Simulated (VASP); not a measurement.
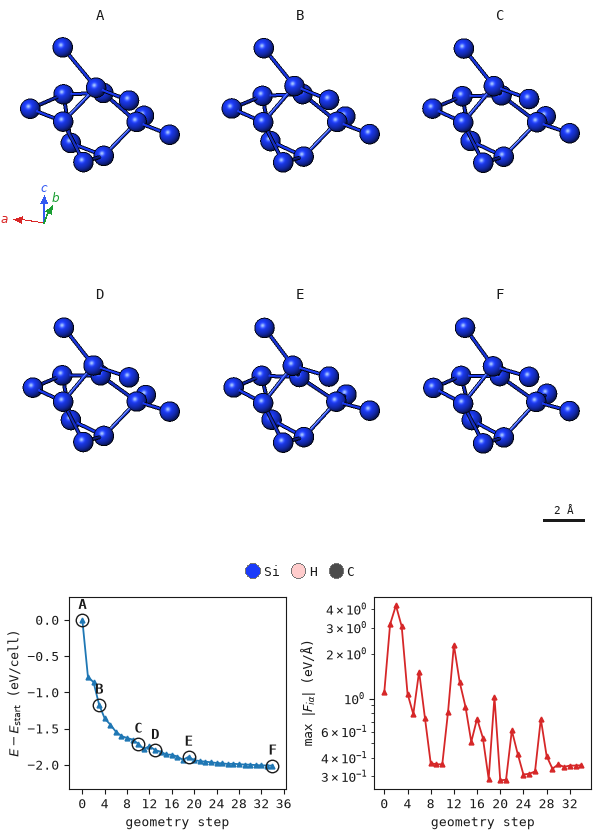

Frames of a relaxation of a slab of composition Si24H10C, marked on the history of the run. A ball-and-stick model of the atoms within 4.2 Å of the atom that moves most (axes of the cell of the calculation, outlined in the plane, without the vacuum (origin shifted)), seen from a free direction.

The run lets the atoms move in a fixed cell. 24 atoms are held fixed.

These are results of Kohn-Sham DFT of a periodic cell, PBE with D3(BJ), VASP PAW PBE potentials, recommended in VASP, not measurements.

Input
```
SYSTEM = Si24H10C
ALGO = Normal
EDIFF = 1E-7
EDIFFG = -0.03
ENCUT = 400
GGA = PE
IBRION = 2
ISIF = 2
ISMEAR = 0
ISYM = 0
IVDW = 12
LASPH = .TRUE.
LCHARG = .FALSE.
LREAL = Auto
LWAVE = .FALSE.
NCORE = 4
NELM = 80
NSW = 120
PREC = Accurate
SIGMA = 0.05
```

Command:
```bash
cat potpaw_PBE.64/Si/POTCAR potpaw_PBE.64/H/POTCAR potpaw_PBE.64/C/POTCAR > POTCAR
mpirun -np 8 vasp_gam > vasp.out
```

Q: Describe the path.

A: The run was cut off at its time limit before the relaxation converged, so the last structure is only a point on the way. The largest moves, 0.27 Å, are those of Si atoms. By element the largest moves are Si 0.27 Å, C 0.11 Å, H 0.09 Å. The lattice vectors keep their values. Some distances before and after: Si–Si 2.605 → 2.385 Å, Si–Si 2.264 → 2.351 Å, Si–Si 2.412 → 2.357 Å, Si–Si 2.352 → 2.387 Å. Among the angles between lasting bonds that change: Si–Si–Si 96.5° → 107.9°, Si–Si–Si 96.5° → 105.5°, Si–Si–Si 106.1° → 112.5°. Over 34 geometry steps the energy falls by 2.010 eV per cell of the calculation. The largest force component goes from 1.1 to 0.36 eV/Å. It ran on 8 threads of Intel(R) Xeon(R) Platinum 8375C CPU @ 2.90GHz (Ice Lake), on a shared host. From step 0 to 3: Si atoms move most (0.12 Å), energy −1.169 eV per cell of the calculation. From step 3 to 10: Si atoms move most (0.08 Å), energy −0.539 eV per cell of the calculation. From step 10 to 13: Si atoms move most (0.07 Å), energy −86.4 meV per cell of the calculation. From step 13 to 19: Si atoms move most (0.10 Å), energy −92.8 meV per cell of the calculation. From step 19 to 34: Si and H atoms move most (0.06 Å), energy −0.123 eV per cell of the calculation.

| step | E − E(0), meV/atom | largest force component, eV/Å |
| --- | --- | --- |
| 0 | 0.00 | 1.1111 |
| 1 | -11.19 | 3.1579 |
| 2 | -12.26 | 4.2185 |
| 3 | -16.70 | 3.0494 |
| 4 | -19.41 | 1.0794 |
| 5 | -20.61 | 0.7853 |
| 6 | -22.02 | 1.5169 |
| 7 | -22.88 | 0.7434 |
| 8 | -23.25 | 0.3682 |
| 9 | -23.57 | 0.3613 |
| 10 | -24.40 | 0.3615 |
| 11 | -25.43 | 0.8179 |
| 13 | -25.63 | 1.2895 |
| 14 | -25.96 | 0.8815 |
| 15 | -26.51 | 0.5113 |
| 16 | -26.56 | 0.7319 |
| 18 | -27.57 | 0.2882 |
| 19 | -26.96 | 1.0235 |
| 20 | -27.65 | 0.2824 |
| 21 | -27.79 | 0.2842 |
| 23 | -28.04 | 0.4260 |
| 24 | -28.18 | 0.3085 |
| 25 | -28.25 | 0.3122 |
| 26 | -28.38 | 0.3234 |
| 28 | -28.42 | 0.4111 |
| 29 | -28.49 | 0.3373 |
| 30 | -28.52 | 0.3604 |
| 31 | -28.60 | 0.3472 |
| 33 | -28.68 | 0.3543 |
| 34 | -28.72 | 0.3562 |
